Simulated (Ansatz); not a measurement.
**NiSi3: single-point calculation (part 2 of 2)**

NiSi3 (Fm-3m, 4 atoms in the cell); DFT r2SCAN, scalar-relativistic, plane waves, PAW, spin-polarised (Ansatz 0.2.0); cutoff 500 eV, 12×12×12 k-mesh, Gaussian smearing of 0.1 eV, collinear spins. The structure was built on a prototype by a generator; it need not be a known phase. It belongs to a series of runs on one base structure; here: large parallel starting moments.

Geometry of the input (Å; fractional positions):
```
0.0000  2.9546  2.9546
2.9546  0.0000  2.9546
2.9546  2.9546  0.0000
Si 0.2500  0.2500  0.2500
Si 0.7500  0.7500  0.7500
Si 0.5000  0.5000  0.5000
Ni 0.0000  0.0000  0.0000
```

### The program's output, continued
```
SCF iter   1: F=-7754.716499 eV  HF=-7760.349796 eV  |F-HF|=5.63e0  |Δ(HF+E_count)|=         —  Δρ=1.81e-1 (↑5.53e-2 ↓1.81e-1)  dr2=7.94e0  dr2_τ=7.64e-2  dr2_m=6.41e0  M=0.527 μB ∫|m|=0.679 μB  β_m=0.30  ethr=3.10e-3  ⟨swp⟩=5.6  Hψ=14712  notcnv=0
preconditioner: auto → Kerker (q_TF=auto, 2.493 Å⁻¹)  [metal: Δε(μ)=0.016 eV  Ē_g=9.139 eV  σ=0.100 eV  W_gap=0.09  n_scr=14 (ndim 8)  ℏωp=24.2 eV  f_vac=0.000  D(μ)=1.59/eV (n_scr^D=14)]
spin=Collinear: Kerker preconditioning applied to the charge; magnetization (m = ρ↑ − ρ↓) channel mixes plain (no charge-response kernel on spin).
SCF iter   2: F=-7758.953377 eV  HF=-7760.371881 eV  |F-HF|=1.42e0  |Δ(HF+E_count)|=   2.21e-2  Δρ=8.10e-2 (↑8.10e-2 ↓2.04e-2)  dr2=1.51e0  dr2_τ=1.12e-2  dr2_m=1.02e0  M=1.053 μB ∫|m|=1.243 μB  β_m=0.30  ethr=3.10e-3  ⟨swp⟩=2.9  Hψ=7967  notcnv=0  defer=152  κ⁻¹=1.0e0(r=1)
SCF iter   3: F=-7759.753742 eV  HF=-7760.446055 eV  |F-HF|=6.92e-1  |Δ(HF+E_count)|=   7.42e-2  Δρ=8.48e-2 (↑4.23e-2 ↓8.48e-2)  dr2=1.32e0  dr2_τ=1.18e-2  dr2_m=1.86e0  M=0.621 μB ∫|m|=0.825 μB  β_m=0.30  ethr=3.10e-3  ⟨swp⟩=2.1  Hψ=6381  notcnv=0  defer=143  κ⁻¹=6.1e-4(r=2)
SCF iter   4: F=-7755.332217 eV  HF=-7760.787686 eV  |F-HF|=5.46e0  |Δ(HF+E_count)|=   3.42e-1  Δρ=7.16e-2 (↑7.16e-2 ↓5.39e-2)  dr2=6.39e0  dr2_τ=1.13e-2  dr2_m=4.24e-2  M=1.134 μB ∫|m|=1.355 μB  β_m=0.30  ethr=3.10e-3  ⟨swp⟩=3.0  Hψ=5723  notcnv=0  defer=143  κ⁻¹=4.8e-5(r=3)
SCF iter   5: F=-7760.183476 eV  HF=-7760.485864 eV  |F-HF|=3.02e-1  |Δ(HF+E_count)|=   3.02e-1  Δρ=4.61e-2 (↑4.61e-2 ↓1.14e-2)  dr2=5.05e-1  dr2_τ=5.37e-3  dr2_m=3.81e-1  M=0.799 μB ∫|m|=1.058 μB  β_m=0.30  ethr=3.10e-3  ⟨swp⟩=2.1  Hψ=5450  notcnv=0  defer=139  κ⁻¹=1.1e-5(r=4)
SCF iter   6: F=-7760.421661 eV  HF=-7760.523922 eV  |F-HF|=1.02e-1  |Δ(HF+E_count)|=   3.81e-2  Δρ=3.85e-2 (↑3.85e-2 ↓1.52e-2)  dr2=2.24e-1  dr2_τ=2.11e-3  dr2_m=3.39e-1  M=0.714 μB ∫|m|=0.964 μB  β_m=0.30  ethr=1.68e-3  ⟨swp⟩=1.5  Hψ=3800  notcnv=0  defer=137  κ⁻¹=5.9e-7(r=5)
SCF iter   7: F=-7760.561405 eV  HF=-7760.552122 eV  |F-HF|=9.28e-3  |Δ(HF+E_count)|=   2.82e-2  Δρ=3.07e-2 (↑3.07e-2 ↓1.92e-2)  dr2=5.11e-2  dr2_τ=1.45e-3  dr2_m=2.94e-1  M=0.644 μB ∫|m|=0.883 μB  β_m=0.30  ethr=7.48e-4  ⟨swp⟩=1.5  Hψ=3765  notcnv=0  defer=137  κ⁻¹=1.6e-7(r=6)
SCF iter   8: F=-7760.598819 eV  HF=-7760.577314 eV  |F-HF|=2.15e-2  |Δ(HF+E_count)|=   2.52e-2  Δρ=2.51e-2 (↑2.51e-2 ↓1.90e-2)  dr2=1.54e-2  dr2_τ=1.01e-3  dr2_m=2.31e-1  M=0.592 μB ∫|m|=0.820 μB  β_m=0.30  ethr=1.70e-4  ⟨swp⟩=1.4  Hψ=3720  notcnv=0  defer=137  κ⁻¹=4.0e-8(r=7)
SCF iter   9: F=-7760.622975 eV  HF=-7760.595980 eV  |F-HF|=2.70e-2  |Δ(HF+E_count)|=   1.87e-2  Δρ=2.11e-2 (↑1.98e-2 ↓2.11e-2)  dr2=8.69e-4  dr2_τ=8.26e-4  dr2_m=1.97e-1  M=0.531 μB ∫|m|=0.747 μB  β_m=0.30  ethr=5.14e-5  ⟨swp⟩=1.3  Hψ=3966  notcnv=0  defer=137  κ⁻¹=3.7e-9(r=8)
SCF iter  10: F=-7760.629026 eV  HF=-7760.611574 eV  |F-HF|=1.75e-2  |Δ(HF+E_count)|=   1.56e-2  Δρ=1.96e-2 (↑1.66e-2 ↓1.96e-2)  dr2=4.17e-3  dr2_τ=6.22e-4  dr2_m=1.55e-1  M=0.485 μB ∫|m|=0.689 μB  β_m=0.30  ethr=2.90e-6  ⟨swp⟩=2.6  Hψ=5755  notcnv=0  defer=137  κ⁻¹=9.2e-9(r=8)
SCF iter  11: F=-7760.628913 eV  HF=-7760.624058 eV  |F-HF|=4.85e-3  |Δ(HF+E_count)|=   1.25e-2  Δρ=1.88e-2 (↑1.35e-2 ↓1.88e-2)  dr2=1.33e-2  dr2_τ=5.02e-4  dr2_m=1.23e-1  M=0.443 μB ∫|m|=0.635 μB  β_m=0.30  ethr=2.90e-6  ⟨swp⟩=2.4  Hψ=5106  notcnv=0  defer=137  κ⁻¹=3.8e-9(r=8)
SCF iter  12: F=-7760.638255 eV  HF=-7760.632700 eV  |F-HF|=5.55e-3  |Δ(HF+E_count)|=   8.64e-3  Δρ=1.59e-2 (↑1.19e-2 ↓1.59e-2)  dr2=7.84e-3  dr2_τ=3.68e-4  dr2_m=9.15e-2  M=0.411 μB ∫|m|=0.591 μB  β_m=0.30  ethr=2.90e-6  ⟨swp⟩=2.5  Hψ=5206  notcnv=0  defer=137  κ⁻¹=2.9e-9(r=8)
SCF iter  13: F=-7760.638045 eV  HF=-7760.640049 eV  |F-HF|=2.00e-3  |Δ(HF+E_count)|=   7.35e-3  Δρ=1.50e-2 (↑9.71e-3 ↓1.50e-2)  dr2=1.34e-2  dr2_τ=3.00e-4  dr2_m=7.21e-2  M=0.380 μB ∫|m|=0.548 μB  β_m=1.03  ethr=2.90e-6  ⟨swp⟩=2.1  Hψ=4554  notcnv=0  defer=137
Mixer restart at iter 13: flushing history
spin-set hold released at iteration 13 (site moments contracting): the magnetisation degrees of freedom join the quasi-Newton model from the next iteration; the mixer history was flushed
SCF iter  14: F=-7760.646424 eV  HF=-7760.607965 eV  |F-HF|=3.85e-2  |Δ(HF+E_count)|=   3.21e-2  Δρ=3.47e-3 (↑3.47e-3 ↓5.86e-4)  dr2=4.18e-3  dr2_τ=4.07e-5  dr2_m=1.08e-3  M=0.358 μB ∫|m|=0.510 μB  β_m=1.20  ethr=2.90e-6  ⟨swp⟩=3.0  Hψ=6745  notcnv=0  defer=137  κ⁻¹=1.0e0(r=1)
SCF iter  15: F=-7760.648394 eV  HF=-7760.621257 eV  |F-HF|=2.71e-2  |Δ(HF+E_count)|=   1.33e-2  Δρ=4.20e-3 (↑5.64e-4 ↓4.20e-3)  dr2=6.95e-3  dr2_τ=1.38e-5  dr2_m=2.51e-3  M=0.327 μB ∫|m|=0.462 μB  β_m=1.20  ethr=2.90e-6  ⟨swp⟩=2.1  Hψ=6406  notcnv=0  defer=136  κ⁻¹=9.9e-2(r=2)
SCF iter  16: F=-7760.655616 eV  HF=-7760.629379 eV  |F-HF|=2.62e-2  |Δ(HF+E_count)|=   8.12e-3  Δρ=2.47e-3 (↑1.59e-3 ↓2.47e-3)  dr2=8.09e-4  dr2_τ=4.06e-6  dr2_m=1.91e-3  M=0.309 μB ∫|m|=0.432 μB  β_m=1.20  ethr=2.90e-6  ⟨swp⟩=2.4  Hψ=5341  notcnv=0  defer=136  κ⁻¹=2.1e-4(r=3)
SCF iter  17: F=-7760.660752 eV  HF=-7760.644935 eV  |F-HF|=1.58e-2  |Δ(HF+E_count)|=   1.56e-2  Δρ=1.65e-3 (↑1.40e-3 ↓1.65e-3)  dr2=1.73e-4  dr2_τ=2.00e-6  dr2_m=1.08e-3  M=0.256 μB ∫|m|=0.350 μB  β_m=1.20  ethr=2.70e-6  ⟨swp⟩=2.0  Hψ=5664  notcnv=0  defer=136  κ⁻¹=9.8e-5(r=4)
SCF iter  18: F=-7760.666529 eV  HF=-7760.664374 eV  |F-HF|=2.15e-3  |Δ(HF+E_count)|=   1.94e-2  Δρ=1.44e-3 (↑1.44e-3 ↓3.71e-4)  dr2=5.23e-4  dr2_τ=2.04e-6  dr2_m=3.76e-4  M=0.133 μB ∫|m|=0.174 μB  β_m=1.20  ethr=5.77e-7  ⟨swp⟩=3.3  Hψ=7995  notcnv=0  defer=138  κ⁻¹=1.1e-5(r=5)
SCF iter  19: F=-7760.666699 eV  HF=-7760.663677 eV  |F-HF|=3.02e-3  |Δ(HF+E_count)|=   6.98e-4  Δρ=1.02e-3 (↑1.02e-3 ↓4.37e-4)  dr2=1.47e-4  dr2_τ=8.09e-7  dr2_m=2.49e-4  M=0.135 μB ∫|m|=0.177 μB  β_m=1.20  ethr=5.77e-7  ⟨swp⟩=2.0  Hψ=4481  notcnv=0  defer=139  κ⁻¹=4.2e-6(r=6)
SCF iter  20: F=-7760.667505 eV  HF=-7760.665832 eV  |F-HF|=1.67e-3  |Δ(HF+E_count)|=   2.15e-3  Δρ=6.92e-4 (↑6.92e-4 ↓4.22e-4)  dr2=3.48e-5  dr2_τ=3.40e-7  dr2_m=1.46e-4  M=0.103 μB ∫|m|=0.136 μB  β_m=1.20  ethr=4.92e-7  ⟨swp⟩=2.0  Hψ=5637  notcnv=0  defer=139  κ⁻¹=1.0e-6(r=7)
SCF iter  21: F=-7760.668149 eV  HF=-7760.667570 eV  |F-HF|=5.80e-4  |Δ(HF+E_count)|=   1.74e-3  Δρ=3.99e-4 (↑3.16e-4 ↓3.99e-4)  dr2=2.08e-6  dr2_τ=1.42e-7  dr2_m=6.05e-5  M=0.065 μB ∫|m|=0.085 μB  β_m=1.20  ethr=1.16e-7  ⟨swp⟩=3.0  Hψ=5547  notcnv=0  defer=139  κ⁻¹=4.4e-7(r=8)
SCF iter  22: F=-7760.668359 eV  HF=-7760.668126 eV  |F-HF|=2.33e-4  |Δ(HF+E_count)|=   5.56e-4  Δρ=2.99e-4 (↑2.93e-4 ↓2.99e-4)  dr2=2.18e-7  dr2_τ=1.21e-7  dr2_m=4.13e-5  M=0.046 μB ∫|m|=0.059 μB  β_m=1.20  ethr=6.94e-9  ⟨swp⟩=3.3  Hψ=6926  notcnv=0  defer=138  κ⁻¹=4.6e-7(r=8)
SCF iter  23: F=-7760.668428 eV  HF=-7760.668306 eV  |F-HF|=1.21e-4  |Δ(HF+E_count)|=   1.80e-4  Δρ=3.00e-4 (↑3.00e-4 ↓2.35e-4)  dr2=3.18e-6  dr2_τ=1.18e-7  dr2_m=3.38e-5  M=0.036 μB ∫|m|=0.047 μB  β_m=1.20  ethr=3.33e-10  ⟨swp⟩=10.3  Hψ=17984  notcnv=0  κ⁻¹=1.0e-7(r=8)
SCF iter  24: F=-7760.668512 eV  HF=-7760.668447 eV  |F-HF|=6.53e-5  |Δ(HF+E_count)|=   1.41e-4  Δρ=9.32e-5 (↑1.07e-5 ↓9.32e-5)  dr2=5.29e-6  dr2_τ=1.89e-8  dr2_m=9.54e-7  M=0.017 μB ∫|m|=0.023 μB  β_m=1.20  ethr=7.27e-10  ⟨swp⟩=4.1  Hψ=7689  notcnv=0  κ⁻¹=2.0e-7(r=8)
SCF iter  25: F=-7760.668535 eV  HF=-7760.668525 eV  |F-HF|=1.01e-5  |Δ(HF+E_count)|=   7.76e-5  Δρ=1.31e-4 (↑1.31e-4 ↓1.73e-5)  dr2=6.06e-6  dr2_τ=1.34e-8  dr2_m=2.37e-6  M=0.010 μB ∫|m|=0.014 μB  β_m=1.20  ethr=7.27e-10  ⟨swp⟩=3.1  Hψ=7250  notcnv=0  κ⁻¹=1.3e-7(r=8)
SCF iter  26: F=-7760.668541 eV  HF=-7760.668543 eV  |F-HF|=1.58e-6  |Δ(HF+E_count)|=   1.80e-5  Δρ=1.07e-4 (↑1.07e-4 ↓1.58e-5)  dr2=5.28e-6  dr2_τ=1.30e-8  dr2_m=1.39e-6  M=0.006 μB ∫|m|=0.008 μB  β_m=1.20  ethr=7.27e-10  ⟨swp⟩=3.3  Hψ=6170  notcnv=0  κ⁻¹=7.5e-7(r=8)
SCF iter  27: F=-7760.668548 eV  HF=-7760.668548 eV  |F-HF|=2.61e-8  |Δ(HF+E_count)|=   5.74e-6  Δρ=1.48e-5 (↑1.48e-5 ↓2.39e-6)  dr2=1.16e-7  dr2_τ=2.12e-10  dr2_m=2.07e-8  M=0.001 μB ∫|m|=0.001 μB  β_m=1.20  ethr=7.27e-10  ⟨swp⟩=3.3  Hψ=6314  notcnv=0  κ⁻¹=1.1e-6(r=8)
iter 28 did not close the SCF: its close was put off for a magnetic moment that had not settled (scf_convergence_deferred on its scf_iter line)
SCF iter  28: F=-7760.668549 eV  HF=-7760.668549 eV  |F-HF|=6.74e-9  |Δ(HF+E_count)|=   2.08e-7  Δρ=3.44e-6 (↑3.44e-6 ↓1.55e-6)  dr2=8.75e-9  dr2_τ=1.77e-11  dr2_m=7.10e-10  M=-0.000 μB ∫|m|=0.000 μB  β_m=1.20  ethr=3.33e-10  ⟨swp⟩=6.2  Hψ=12939  notcnv=0  κ⁻¹=7.5e-7(r=8)
iter 29 did not close the SCF: its close was put off for a magnetic moment that had not settled (scf_convergence_deferred on its scf_iter line)
SCF iter  29: F=-7760.668549 eV  HF=-7760.668549 eV  |F-HF|=6.83e-10  |Δ(HF+E_count)|=   1.34e-8  Δρ=2.12e-6 (↑8.65e-7 ↓2.12e-6)  dr2=3.91e-9  dr2_τ=6.60e-12  dr2_m=1.95e-10  M=-0.000 μB ∫|m|=0.000 μB  β_m=1.20  ethr=2.92e-11  ⟨swp⟩=1.5  Hψ=8810  notcnv=0  κ⁻¹=1.3e-6(r=8)
iter 30 did not close the SCF: its close was put off for a magnetic moment that had not settled (scf_convergence_deferred on its scf_iter line)
SCF iter  30: F=-7760.668549 eV  HF=-7760.668549 eV  |F-HF|=3.64e-9  |Δ(HF+E_count)|=  8.44e-10  Δρ=9.41e-7 (↑2.56e-7 ↓9.41e-7)  dr2=2.55e-10  dr2_τ=8.30e-13  dr2_m=1.44e-10  M=0.000 μB ∫|m|=0.000 μB  β_m=1.20  ethr=1.30e-11  ⟨swp⟩=2.0  Hψ=9941  notcnv=0  κ⁻¹=9.1e-8(r=8)
SCF iter  31: F=-7760.668549 eV  HF=-7760.668549 eV  |F-HF|=5.46e-12  |Δ(HF+E_count)|=   4.94e-9  Δρ=3.97e-7 (↑1.13e-7 ↓3.97e-7)  dr2=6.98e-11  dr2_τ=2.40e-13  dr2_m=1.86e-11  M=-0.000 μB ∫|m|=0.000 μB  ethr=1.00e-12  ⟨swp⟩=1.2  Hψ=9901  notcnv=0
WARN: the starting moments were not kept: the SCF closed with an absolute magnetisation of 6.2e-5 μB, where they sum to 2.5 μB in size (1 site). That is at most 0.1 of that sum. Measured as dr2_m measures the in/out step, that magnetisation stands 4.6e-9 eV from none, at or under the dr2_threshold of 1.0e-7 eV: it is no larger than a step whose dr2_m would equal this threshold. The system may hold no moment; this SCF shows only that its start led to no more than that. To try another start: raise the starting moments (crystal.atoms[].spin, magnetization.per_species, magnetization.initial_magnetization, or on a non-collinear deck that types none of these the spinor_matrix: blocks that start its atoms; where the total moment is fixed, keep their sum and leave initial_magnetization as it is; typed ones take the place of any that the run laid by itself, positive ones on a crystal's lanthanoids without a Hubbard term where scf.initial_density.shell_occupations: [] is typed) or, if the notice of its spin-set hold's release reads "site moments contracting" or "site moments show no strong build", lengthen the hold (scf.mixing.spin_hold: { on: { confirm: 4 } }; for m-r²SCAN on two components see the key's manual first). Each may lead to a state that holds a moment. A second SCF, from the converged charge density, with the starting moments and any scf.initial_density.shell_occupations laid on it anew, would have followed, and was not run: the deck does not ask for one (magnetization.retry_lost_moments is false, the default). To let it run, set magnetization.retry_lost_moments: true and run the deck again, where that key's refused combinations let it; where memory then withholds it, that run's warning says so.
SCF 1 converged in 31 iterations: F = -7760.668549 eV  dr2 = 6.98e-11
  greatest PAW one-centre occupation: 1.001 electrons in one spin orbital (limit 2), on the Ni atom at site 3 (counted from 0), in its partial waves of l = 1
```

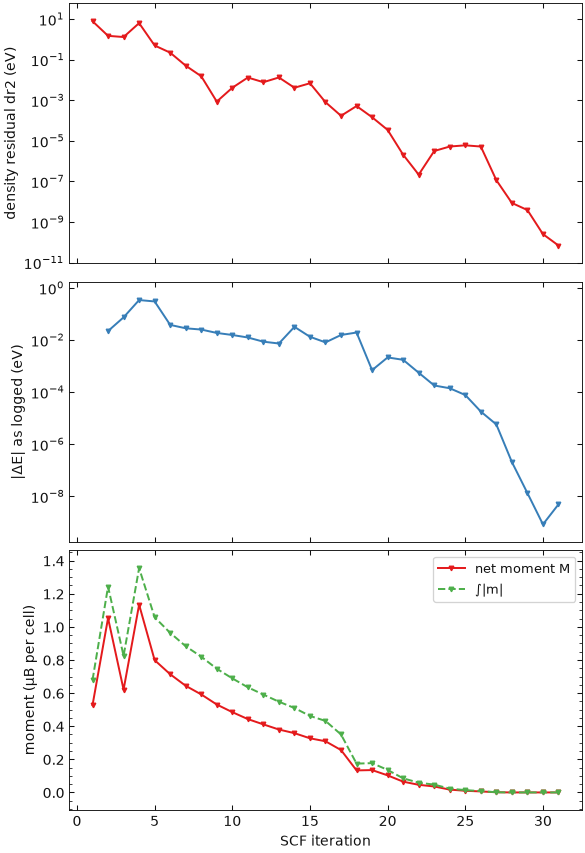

**Figure 1.** Convergence of the self-consistent field: density residual dr2, size of the energy change and magnetic moment against the SCF iteration. The residual falls unevenly and jumps up by a factor of two or more 5 times on the way down. The net moment goes from 0.5 to 0.0 μB per cell, with excursions between 0.0 and 1.1 on the way, and ∫|m| falls to zero.

```
this state was not tested for a lower state beside it, because the mixer in use, unlike msr1, does not test its closes by its own steps (another_mixer; see scf.mixing.algorithm and scf.lower_state_search)
SCF converged after 31 iterations
Magnetization: -0.0000 μB (15.0000 up, 15.0000 down)
Absolute magnetization: 0.0001 μB (∫|ρ↑−ρ↓|, with the PAW one-centre terms)
Spin contamination: 0.0000 ħ² per cell (⟨S²⟩ above its minimum at these occupations)
Per-site moments (μB) at R_I (Å): [(-2.679534395928665e-6, 1.055498078203633), (-2.6795343959326424e-6, 1.0554980782036325), (-5.006179905164068e-6, 1.0554980782036325), (-3.745564065144179e-5, 1.0554980782036327)]
Free energy (F): -7760.668549 eV
Harris-Foulkes:  -7760.668549 eV  (|F-HF|=5.46e-12)
Internal energy: -7760.654071 eV  (E = F + TS)
E sigma→0 (E₀):  -7760.661310 eV
Entropy (-TS):   -0.014477 eV (-3.619 meV/atom)
Fermi energy:    13.171091 eV
--- Per-component energies (eV) ---
  E_band       = -320.886285
  E_kinetic    = 410.261743
  E_local      = -4964.642724  (includes V_loc(G=0)·N_el)
  E_nonlocal   = 718.230728
  E_hartree    = 2173.605181
  E_xc         = -236.047589
  E_vxc        = -272.065875  (∫ρ·V_xc dr)
  E_paw        = -3205.860880  (= ΣΔE_a)
  E_vpaw       = -575.538447  (= ΣTr[D̂ρ^β])
  E_aug_tail   = 0.000267  (compensation charges beyond the density's cutoff)
  E_vtau       = 15.656900  (kinetic-family band-sum trace: ∫τ·v_τ [+ j·A + Jᵃ·Aᵃ] dr)
  E_ewald      = -2655.671429
  E_core_change = -0.529368  (= ΣΔE_core)
  E_smearing   = -0.014477  (= −TS)
  E_closure    = -0.000000  (closes the sum)
  Σ components = -7760.668549   (vs F -7760.668549, Δ=0.00e0)
--- Forces (eV/Å), atoms counted from 1 ---
  atom   1  Si     0.00000000     0.00000000     0.00000000
  atom   2  Si     0.00000000     0.00000000     0.00000000
  atom   3  Si     0.00000000    -0.00000000     0.00000000
  atom   4  Ni    -0.00000000     0.00000000     0.00000000
  max |Σ_I F_I| component: 6.01e-17 eV/Å
--- Stress (GPa, compression-positive) ---
       -1.115997      -0.000000       0.000000
       -0.000000      -1.115997      -0.000000
       -0.000000      -0.000000      -1.115997
  P = ⅓ Tr σ = -1.1160 GPa (-11.160 kbar)
--- Band table (eV; the first three rows and the last of 144) ---
  k-point 0 ↑: bands = ["-93.9579", "-52.8972", "-52.8972", "-52.8972", "-2.0715", "8.4218", "8.4218", "8.4218", "10.3933", "10.4088", "10.4088", "10.7489", "10.7489", "10.7489", "12.9953", "13.5115", "13.5115", "13.5115", "15.1499", "15.1499", "15.1499"]
  k-point 1 ↑: bands = ["-93.9579", "-52.8972", "-52.8972", "-52.8972", "-1.9805", "7.7394", "8.3933", "8.3933", "10.1201", "10.1201", "10.3025", "10.8668", "11.1185", "11.1185", "13.1322", "13.4589", "13.4589", "13.9093", "14.9116", "14.9116", "15.3804"]
  k-point 2 ↑: bands = ["-93.9579", "-52.8973", "-52.8972", "-52.8972", "-1.7087", "6.4260", "8.3015", "8.3015", "9.7608", "9.8718", "9.8718", "11.4249", "11.5660", "11.5660", "12.8312", "13.1514", "13.1514", "14.8334", "14.8334", "14.9823", "16.3149"]
  k-point 71 ↓: bands = ["-93.9579", "-52.8975", "-52.8975", "-52.8974", "2.5540", "2.9907", "2.9907", "5.0827", "9.7575", "9.7575", "10.5442", "10.6430", "11.1570", "13.1819", "13.1819", "13.2609", "14.1368", "17.6076", "19.7321", "19.7321", "19.8553"]
--- Löwdin populations: 4 sites ---
  site symbol       q [e]    m [muB]
     0     Si      4.0165    -0.0000
     1     Si      4.0165    -0.0000
     2     Si      3.9987    -0.0000
     3     Ni     17.4540    -0.0000
  spilling = 0.017141 (of n_electrons = 30.000000)
```

### File populations.tsv
```
# site	symbol	l	j	q_up	q_dn
# orbitals = lowdin
# n_electrons = 30.000000
# spilling = 0.017141
0	Si	0_3S	-	0.711370	0.711372
0	Si	1_3P	-	1.296889	1.296891
1	Si	0_3S	-	0.711370	0.711372
1	Si	1_3P	-	1.296889	1.296891
2	Si	0_3S	-	0.688801	0.688801
2	Si	1_3P	-	1.310562	1.310569
3	Ni	0_3S	-	0.995370	0.995370
3	Ni	0_4S	-	0.275835	0.275835
3	Ni	1_3P	-	2.997691	2.997691
3	Ni	2_3D	-	4.458077	4.458111
```

### Key numbers

| quantity | value |
| --- | --- |
| outcome | converged |
| space group (tolerance 0.01 Å) | Fm-3m (225) |
| electrons treated | 30 |
| free energy | −7760.6685 eV |
| Fermi energy | 13.171 eV |
| gap on the k-point mesh | none (metallic) |
| net moment of the cell | 0.00 μB |
| integrated absolute moment | 0.00 μB |
| pressure | −1.12 GPa |
| largest force (length of the vector) | under 0.001 eV/Å |
| wall time | 64 s |
| peak memory | 0.58 GiB |

The electronic state found may not be the lowest one. Warnings of the run: some starting moments were not kept; the state was not tested for a lower one.
